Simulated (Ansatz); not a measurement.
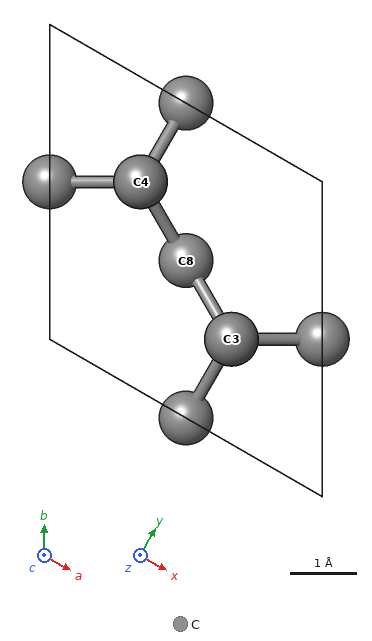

Energy scan for crystalline C (P6/mmm), in which the cell is strained along x alone, with the atoms kept at their fractional coordinates. x, y and z are the Cartesian axes of the input. The picture shows the reference cell. Style: ball-and-stick. Shown: the cell of the calculation, along the c axis.

Computed with DFT LDA, scalar-relativistic, plane waves, PAW in Ansatz. Settings: plane-wave cutoff 420 eV; k-point mesh 12 × 12 × 10; occupations gaussian; smearing width 0.15 eV; no spin polarisation. Energies (free energies at the smearing named) are counted from the relaxed crystal.

```xyz
10
Lattice="4.7750 0.0000 0.0000 -2.3875 4.1352 0.0000 0.0000 0.0000 4.1320" Properties=species:S:1:pos:R:3 pbc="T T T"
C     2.3875    1.3784    0.7581
C     0.0000    2.7568    0.7581
C     2.3875    1.3784    3.3739
C     0.0000    2.7568    3.3739
C     1.1937    2.0676    1.4029
C    -1.1937    2.0676    1.4029
C     2.3875    0.0000    1.4029
C     1.1937    2.0676    2.7290
C     2.3875    0.0000    2.7290
C    -1.1937    2.0676    2.7290
```

> Give the energy at each point (the strain: −0.1500, −0.1125, −0.0750, −0.0375, 0.0000, 0.0375, 0.0750, 0.1125, 0.1312, 0.1500).

```tsv
strain	energy change (meV/atom)
−0.1500	328
−0.1125	183
−0.0750	81
−0.0375	20
0.0000	0
0.0375	18
0.0750	67
0.1125	142
0.1312	187
0.1500	237
```

The lowest computed point lies at the strain 0.00 (0 meV/atom). At the ends of the scan the energy is 328 meV/atom (−0.15) and 237 meV/atom (0.15). The distortion takes the space group from P6/mmm to Cmmm. At the strain −0.15 the cell of the drawing goes a 4.775 → 4.059 Å, b 4.775 → 4.606 Å, γ 120.0° → 116.1°.

The computed profile:

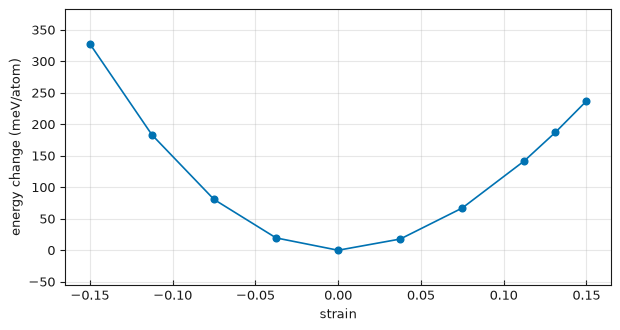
